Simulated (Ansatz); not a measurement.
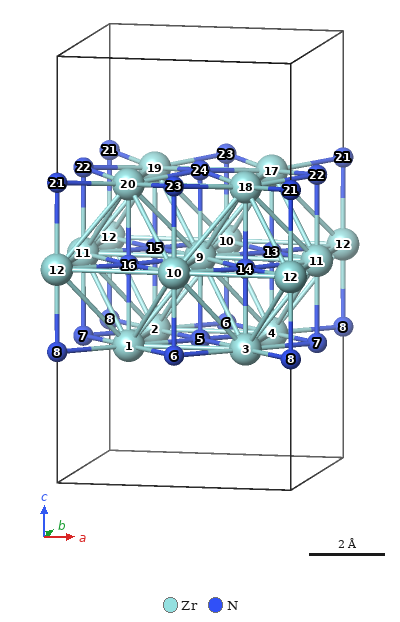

**Figure 1.** The input geometry (ball-and-stick view of the cell of the calculation, with the vacuum cut short, seen slightly off an axis; atoms are numbered from 1 in the order of the input). An atom can appear more than once, as a periodic image. Near neighbours in the periodic cell (some may lie outside the picture): Zr has 5 N at 2.19 to 2.29 Å and 8 Zr at 3.13 to 3.23 Å; N has 5 Zr at 2.24 to 2.36 Å; Zr has 6 N at 2.24 to 2.36 Å and 12 Zr at 3.13 to 3.24 Å; N has 6 Zr at 2.19 to 2.28 Å.

## Run report: ZrN, single-point calculation (part 1 of 2)

- system: ZrN (slab, 24 atoms in the cell)
- method: DFT PBE+D3(BJ), scalar-relativistic, plane waves, PAW, no spin polarisation (Ansatz 0.2.0)

The structure derives from an entry of the Crystallography Open Database. It belongs to a series of runs on one base structure; here: the slab at its places in the relaxed adsorbed structure. Figures and captions count atoms from 1; the log counts them from 0 in places.

**Input**
```yaml
crystal:
  lattice:
    - [6.4475937667, 0.0, 0.0]
    - [0.0, 6.4475937667, 0.0]
    - [0.0, 0.0, 24.3385372748]
  atoms:
    - { symbol: Zr, position: [0.25, 0.25, 0.328696828] }
    - { symbol: Zr, position: [0.25, 0.75, 0.328696828] }
    - { symbol: Zr, position: [0.75, 0.25, 0.328696828] }
    - { symbol: Zr, position: [0.75, 0.75, 0.328696828] }
    - { symbol: "N", position: [0.5, 0.5, 0.328696828] }
    - { symbol: "N", position: [0.5, 0.0, 0.328696828] }
    - { symbol: "N", position: [0.0, 0.5, 0.328696828] }
    - { symbol: "N", position: [0.0, 0.0, 0.328696828] }
    - { symbol: Zr, position: [0.5006910327, 0.4999375995, 0.4208924372] }
    - { symbol: Zr, position: [0.5007931623, -7.39063e-05, 0.4208435103] }
    - { symbol: Zr, position: [-0.0008062121, 0.4999366004, 0.4207217567] }
    - { symbol: Zr, position: [-0.0009845532, -6.17619e-05, 0.420757315] }
    - { symbol: "N", position: [0.7499433456, 0.7501413993, 0.4188871599] }
    - { symbol: "N", position: [0.7499445592, 0.2497110731, 0.418849274] }
    - { symbol: "N", position: [0.2499111841, 0.7499011703, 0.4192011578] }
    - { symbol: "N", position: [0.2499118141, 0.249965797, 0.4191872432] }
    - { symbol: Zr, position: [0.7502532782, 0.7498669735, 0.5098650964] }
    - { symbol: Zr, position: [0.7503407521, 0.2497620068, 0.5098624468] }
    - { symbol: Zr, position: [0.249152504, 0.7507167193, 0.5092098134] }
    - { symbol: Zr, position: [0.2491432866, 0.2490815592, 0.509190607] }
    - { symbol: "N", position: [2.46608e-05, -0.0001894626, 0.5177661167] }
    - { symbol: "N", position: [0.0003815557, 0.4999059361, 0.516682415] }
    - { symbol: "N", position: [0.4995684372, -0.000142778, 0.5178541904] }
    - { symbol: "N", position: [0.4995716461, 0.4998518154, 0.5176367021] }
basis:
  ecutwfc: 420
kpoints:
  mp_grid: { grid: [3, 3, 1] }
hamiltonian:
  xc: pbe
  dispersion: d3bj
scf:
  occupations: { method: gaussian, width: 0.1 }
output:
  forces: true
  eigenvalues: true
  write_density: true
  volumetric_format: npy
efield:
  axis: 3
  dipole_correction: true
  ramp_width: 0.04
```

Launch command:
```bash
ansatz run input.yaml --threads 4 --pin off --max-ram 10240MiB --backend cpu --events-out ev --progress --plain --runs-dir out
```

**What the program printed**
```
Engine: ansatz 0.2.0, aarch64-unknown-linux-gnu
Pseudopotentials: kind: paw
Pseudopotential: Zr, paw, valence charge 12, recommended cutoff 420 eV (normal), Zr.paw.azcp
Pseudopotential: N, paw, valence charge 5, recommended cutoff 420 eV (normal), N.paw.azcp
Functional definition: PBE
  parameter kappa = 0.804
  parameter beta = 0.06672455060314922
  exchange = pbe_x(kappa = kappa, mu = beta*pi^2/3)
  correlation = pbe_c(beta = beta)
Crystal: 24 atoms, lattice volume = 1011.789 Å³
Basis set: ecut = 420 eV, 19765 PW (Γ), exchange–correlation on 90×90×360 points (8 copies of the dense FFT grid, shifted against one another)
Bands: 126, of which v1, the nominal top of the filled ones, is band 102 counted from 1 (101 counted from 0)
Symmetry: 1 space group operations
Space group: P1 (ITA 1), of the structure as read, at distance tolerance 1.0e-4 Å
k-points: 5 of 9 (time reversal used)
Non-local potential: Zr, projectors of the file, l = 0: 3, l = 1: 2, l = 2: 2, l = 3: 2
Non-local potential: N, projectors of the file, l = 0: 2, l = 1: 2, l = 2: 1
PAW form: soft (Blöchl's): semilocal exchange-correlation on the pseudo side does not see the compensation charge
PAW one-centre angular grid: Zr, 590 points (default); XC on 64 Gauss nodes
PAW one-centre angular grid: N, 110 points (default); XC on 64 Gauss nodes
Initial density: superposition of atomic densities (neutral atoms: chi_scale 0, normalization atom), corrected by the library's trained network
Initial wavefunctions: pseudopotential atomic-orbital guess
Functional: x = pbe(κ = 0.804, μ = 0.2195149727645171), c = pbe(β = 0.06672455060314922)
SCF iter   1: F=—  HF=-54855.201893 eV  |F-HF|=—  |Δ(HF+E_count)|=         —  Δρ=2.18e-3  dr2=1.76e-1  ethr=1.77e-3  p=0.000 e·Å  D=6.54e-5 V/Å  ΔV_dip=-0.00 eV  dr2_dipole=2.82e-3  V_vac-E_F(+/−)=2.55/2.55 eV  ⟨swp⟩=12.2  Hψ=3396  notcnv=0
efield: sawtooth ramp at fractional position 0.9033 (placed from the atoms, in the widest stretch of the axis that holds none; the zero of the levels goes with the place), width 0.0400; the density the first Hamiltonian is built on has a dipole p = 0.000 e·Å; the dipole correction subtracts the counter field D = 6.54e-5 V/Å, which shifts the + side's vacuum level by -0.00 eV against the − side's; the planar-averaged density in the ramp window peaks in size at 4.3e-6 e/Å³
preconditioner: auto → LDOS  [metal: Δε(μ)=0.088 eV  Ē_g=8.256 eV  σ=0.100 eV  W_gap=0.47  n_scr=148 (ndim 8)  ℏωp=12.1 eV  f_vac=0.650  D(μ)=10.06/eV (n_scr^D=38)  β→1.0]
SCF iter   2: F=—  HF=-54855.216223 eV  |F-HF|=—  |Δ(HF+E_count)|=   1.43e-2  Δρ=1.83e-3  dr2=8.75e-2  ethr=8.63e-5  p=0.033 e·Å  D=5.87e-3 V/Å  ΔV_dip=-0.14 eV  dr2_dipole=2.23e-2  V_vac-E_F(+/−)=2.53/2.67 eV  ⟨swp⟩=2.6  Hψ=1229  notcnv=0  defer=50
SCF iter   3: F=—  HF=-54855.208113 eV  |F-HF|=—  |Δ(HF+E_count)|=   8.11e-3  Δρ=8.88e-4  dr2=1.33e-2  ethr=4.29e-5  p=0.042 e·Å  D=7.53e-3 V/Å  ΔV_dip=-0.18 eV  dr2_dipole=2.49e-3  V_vac-E_F(+/−)=2.49/2.68 eV  ⟨swp⟩=2.0  Hψ=854  notcnv=0  defer=50
SCF iter   4: F=—  HF=-54855.206881 eV  |F-HF|=—  |Δ(HF+E_count)|=   1.23e-3  Δρ=3.73e-4  dr2=3.06e-3  ethr=6.52e-6  p=0.051 e·Å  D=9.15e-3 V/Å  ΔV_dip=-0.22 eV  dr2_dipole=1.17e-3  V_vac-E_F(+/−)=2.47/2.69 eV  ⟨swp⟩=2.8  Hψ=845  notcnv=0  defer=50
SCF iter   5: F=—  HF=-54855.206547 eV  |F-HF|=—  |Δ(HF+E_count)|=   3.34e-4  Δρ=1.34e-4  dr2=9.02e-4  ethr=1.50e-6  p=0.063 e·Å  D=1.12e-2 V/Å  ΔV_dip=-0.27 eV  dr2_dipole=5.29e-4  V_vac-E_F(+/−)=2.43/2.70 eV  ⟨swp⟩=2.2  Hψ=852  notcnv=0  defer=50
SCF iter   6: F=—  HF=-54855.206441 eV  |F-HF|=—  |Δ(HF+E_count)|=   1.06e-4  Δρ=5.86e-5  dr2=1.20e-4  ethr=4.42e-7  p=0.072 e·Å  D=1.28e-2 V/Å  ΔV_dip=-0.31 eV  dr2_dipole=5.51e-5  V_vac-E_F(+/−)=2.40/2.71 eV  ⟨swp⟩=2.2  Hψ=740  notcnv=0  defer=50
SCF iter   7: F=—  HF=-54855.206428 eV  |F-HF|=—  |Δ(HF+E_count)|=   1.30e-5  Δρ=1.92e-5  dr2=6.92e-6  ethr=5.90e-8  p=0.075 e·Å  D=1.34e-2 V/Å  ΔV_dip=-0.33 eV  dr2_dipole=2.44e-6  V_vac-E_F(+/−)=2.39/2.71 eV  ⟨swp⟩=2.0  Hψ=786  notcnv=0  defer=50
SCF iter   8: F=—  HF=-54855.206825 eV  |F-HF|=—  |Δ(HF+E_count)|=   3.97e-4  Δρ=9.24e-6  dr2=1.15e-6  ethr=3.39e-9  p=0.076 e·Å  D=1.37e-2 V/Å  ΔV_dip=-0.33 eV  dr2_dipole=5.05e-8  V_vac-E_F(+/−)=2.38/2.71 eV  ⟨swp⟩=3.2  Hψ=1096  notcnv=0  defer=21
SCF iter   9: F=—  HF=-54855.206825 eV  |F-HF|=—  |Δ(HF+E_count)|=   5.52e-7  Δρ=4.44e-6  dr2=4.01e-7  ethr=5.64e-10  p=0.077 e·Å  D=1.37e-2 V/Å  ΔV_dip=-0.33 eV  dr2_dipole=2.46e-9  V_vac-E_F(+/−)=2.38/2.71 eV  ⟨swp⟩=3.2  Hψ=1239  notcnv=0  defer=21
SCF iter  10: F=-54855.206825 eV  HF=-54855.206825 eV  |F-HF|=2.64e-8  |Δ(HF+E_count)|=   2.06e-7  Δρ=1.83e-6  dr2=8.03e-8  ethr=4.90e-11  p=0.077 e·Å  D=1.38e-2 V/Å  ΔV_dip=-0.33 eV  dr2_dipole=4.79e-10  V_vac-E_F(+/−)=2.38/2.71 eV  ⟨swp⟩=50.2  Hψ=4276  notcnv=0
SCF 1 converged in 10 iterations: F = -54855.206825 eV  dr2 = 8.03e-8
  greatest PAW one-centre occupation: 0.996 electrons in one spin orbital (limit 2), on the Zr atom at site 11 (counted from 0), in its partial waves of l = 0
```

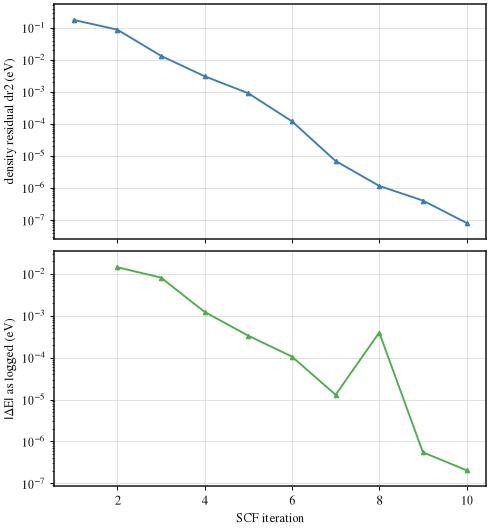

**Figure 2.** Convergence of the self-consistent field: density residual dr2 and size of the energy change against the SCF iteration. The residual falls at every step.

```
SCF converged after 10 iterations
Free energy (F): -54855.206825 eV
Harris-Foulkes:  -54855.206825 eV  (|F-HF|=2.64e-8)
Internal energy: -54855.159656 eV  (E = F + TS)
E sigma→0 (E₀):  -54855.183241 eV
Entropy (-TS):   -0.047169 eV (-1.965 meV/atom)
Fermi energy:    3.335506 eV
Dipole field:    D = 0.013768 V/Å  (p = 0.076983 e·Å, saw-weighted, corrected)
Work function:   Φ+ = 2.3799 eV   Φ− = 2.7150 eV
Levels:          The Fermi level and band energies are counted from a zero that moves with the ramp; work functions are not
--- Per-component energies (eV) ---
  E_band       = -3251.339482
  E_kinetic    = 5585.973733
  E_local      = -205379.043943  (includes V_loc(G=0)·N_el)
  E_nonlocal   = 1482.627023
  E_hartree    = 99735.448401
  E_xc         = -2679.350979
  E_vxc        = -3232.456191  (∫ρ·V_xc dr)
  E_paw        = -36965.014365  (= ΣΔE_a)
  E_vpaw       = -1179.620883  (= ΣTr[D̂ρ^β])
  E_aug_tail   = 0.001389  (compensation charges beyond the density's cutoff)
  E_efield     = 0.000530  (sawtooth field / dipole correction)
  E_vefield    = 0.205592  (∫n·V_field dr)
  E_ewald      = 83371.141674
  E_disp       = -6.943119  (pairwise vdW)
  E_smearing   = -0.047169  (= −TS)
  E_closure    = 0.000000  (closes the sum)
  Σ components = -54855.206825   (vs F -54855.206825, Δ=0.00e0)
--- Forces (eV/Å), atoms counted from 1 ---
  atom   1  Zr     0.00825764     0.00989721     1.26077442
  atom   2  Zr     0.00809259    -0.01100754     1.26213381
  atom   3  Zr    -0.00718698     0.00911132     1.18533841
  atom   4  Zr    -0.00705357    -0.01040043     1.18991019
  atom   5  N     -0.01227855    -0.00043818    -1.23509337
  atom   6  N     -0.01028896    -0.00097977    -1.22339361
  atom   7  N      0.01016365    -0.00024765    -1.27284206
  atom   8  N      0.00687155    -0.00109929    -1.23647197
  atom   9  Zr    -0.02729450    -0.00097481    -0.03593010
  atom  10  Zr    -0.04497498     0.00087295    -0.01318227
  atom  11  Zr     0.02615792    -0.00006355    -0.03438972
  atom  12  Zr     0.04868589    -0.00078366    -0.01056568
  atom  13  N     -0.00244030    -0.02243880     0.12454258
  atom  14  N     -0.00250558     0.02310513     0.13396892
  atom  15  N     -0.00251961     0.00506046    -0.04136408
  atom  16  N     -0.00210948    -0.00476875    -0.04043079
  atom  17  Zr    -0.08431317     0.00811720    -0.17445171
  atom  18  Zr    -0.09063444    -0.00327906    -0.17851741
  atom  19  Zr     0.10389053    -0.06924571     0.07927042
  atom  20  Zr     0.10712113     0.06761247     0.08387262
  atom  21  N     -0.01881302     0.00396083     0.01948487
  atom  22  N     -0.04248271    -0.00318767     0.16698559
  atom  23  N      0.01713656     0.00086668    -0.00898281
  atom  24  N      0.01851999     0.00031112    -0.00005392
  max |Σ_I F_I| component: 6.12e-4 eV/Å
--- Band table (eV; the first three rows and the last of 5) ---
```
